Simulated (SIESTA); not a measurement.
## Energy of Cl along an even scaling of the cell

System: Cl (4 atoms in the cell).
Method: Kohn-Sham DFT of a periodic cell, PBEsol, PseudoDojo 0.4 standard, converted to PSML, no spin polarisation (SIESTA 5.4.2).

The 7 runs differ only in the geometry, by an even scaling of the cell at fixed fractional positions. The structure derives from an entry of the Crystallography Open Database.

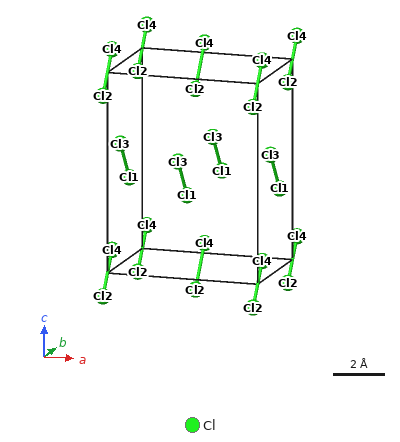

Figure 1. The structure of run 4 (ball-and-stick view of the cell 2 times as large as that of the calculation, set on its symmetry axes, seen slightly off an axis; atoms are numbered from 1 in the order of the input). An atom can appear more than once, as a periodic image.

**Input of run 4**
```
SystemName                      Cl
SystemLabel                     Cl
NumberOfSpecies                 1
NumberOfAtoms                   4
%block ChemicalSpeciesLabel
  1  17 Cl
%endblock ChemicalSpeciesLabel

LatticeConstant                 1.0 Ang
%block LatticeVectors
     3.1450000000    -2.2500000000     0.0000000000
     3.1450000000     2.2500000000     0.0000000000
     0.0000000000     0.0000000000     8.2100000000
%endblock LatticeVectors
AtomicCoordinatesFormat         Fractional
%block AtomicCoordinatesAndAtomicSpecies
     0.3700000000     0.6300000000     0.4000000000  1  Cl
     0.1300000000     0.8700000000     0.9000000000  1  Cl
     0.6300000000     0.3700000000     0.6000000000  1  Cl
     0.8700000000     0.1300000000     0.1000000000  1  Cl
%endblock AtomicCoordinatesAndAtomicSpecies

%block kgrid.MonkhorstPack
    7   0   0  0.0
    0   7   0  0.0
    0   0   4  0.0
%endblock kgrid.MonkhorstPack
XC.Functional                   GGA
XC.Authors                      PBEsol
PAO.BasisSize                   DZP
PAO.EnergyShift                 0.003 Ry
Mesh.Cutoff                     800 Ry
OccupationFunction              FD
ElectronicTemperature           0.05 eV
MaxSCFIterations                120
SCF.MustConverge                false
SCF.Mixer.Method                Pulay
SCF.Mixer.Weight                0.25
SCF.Mixer.History               8
SCF.DM.Tolerance                5.0e-05
SCF.H.Tolerance                 1.0e-03 eV
WriteForces                     true
Charge.Mulliken                 end
```

Command:
```bash
siesta < Cl.fdf > Cl.out 2>&1
```

Run 3 differs from it as follows:
```diff
-     3.1450000000    -2.2500000000     0.0000000000
-     3.1450000000     2.2500000000     0.0000000000
-     0.0000000000     0.0000000000     8.2100000000
+     3.1238919815    -2.2348988739     0.0000000000
+     3.1238919815     2.2348988739     0.0000000000
+     0.0000000000     0.0000000000     8.1548976686
```

**Results, with one run withheld**

| run | volume per atom (Å³) | free energy per atom, from the lowest run given (meV) | pressure (GPa) | gap on the mesh (eV) |
| --- | --- | --- | --- | --- |
| 1 | 27.305 | 2.76 | 1.14 | 2.64 |
| 2 | 27.886 | 0.00 | 0.41 | 2.56 |
| 3 | 28.467 | ? | ? | ? |
| 4 | 29.048 | 1.70 | −0.82 | 2.40 |
| 5 | 29.629 | 5.65 | −1.34 | 2.33 |
| 6 | 30.210 | 11.37 | −1.81 | 2.26 |
| 7 | 30.791 | 18.69 | −2.22 | 2.19 |

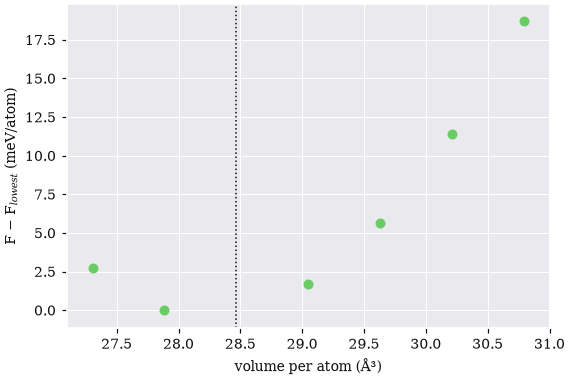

Figure 2. Free energy per atom of the runs given; the dotted line marks run 3.

Fit the runs given and predict run 3.

A cubic polynomial in V^(−2/3) (the Birch–Murnaghan form), fitted to the 6 runs given, misses them by under 0.01 meV per atom. With x = V^(−2/3) − 0.10570 Å⁻², it reads F = 1.9721 − 2251.9 x + 5.234e+05 x² + 1.2088e+06 x³ (meV per atom). At run 3 it gives −0.26 meV per atom, and the run itself gives −0.27. The slope of the fit gives a pressure −dF/dV of −0.25 GPa there, and the run prints −0.24 GPa. The fit has its minimum at 28.240 Å³ per atom, where V d²F/dV² gives 31.1 GPa. Cell shape and fractional positions are held, so this is the stiffness under even scaling; the relaxed bulk modulus wasn't computed and can be far lower in a crystal of layers, chains or molecules like this one. The gap on the mesh goes, without turning, from 2.64 eV in run 1 to 2.19 eV in run 7; run 3 has 2.48 eV. These are gaps of this functional on this mesh, which can miss the band edges; they aren't the measured gap.

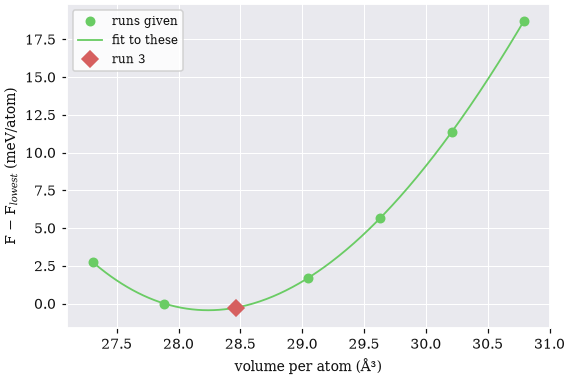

Figure 3. The fit and the withheld run.

**Some lines of the output (run 3)**
```
[...]
outcell: Cell volume (Ang**3)        :    113.8682
stepf: Fermi-Dirac step function
siesta: Etot    =     -1779.064921
siesta: FreeEng =     -1779.064921
        iscf     Eharris(eV)        E_KS(eV)     FreeEng(eV)     dDmax    Ef(eV) dHmax(eV)
siesta: E_KS(eV) =            -1779.3461
siesta: E_KS - E_eggbox =     -1779.3461
siesta: Etot    =     -1779.346054
siesta: FreeEng =     -1779.346054
siesta:         Fermi =      -5.268696
siesta: Cell volume =        113.868185 Ang**3
    Orbital volume contribution        =           1.765378 eV
```

Notes: Points of doubt noted for this run: mulliken charges of long orbitals. With a small basis of atomic orbitals these values can differ much from converged plane-wave results.
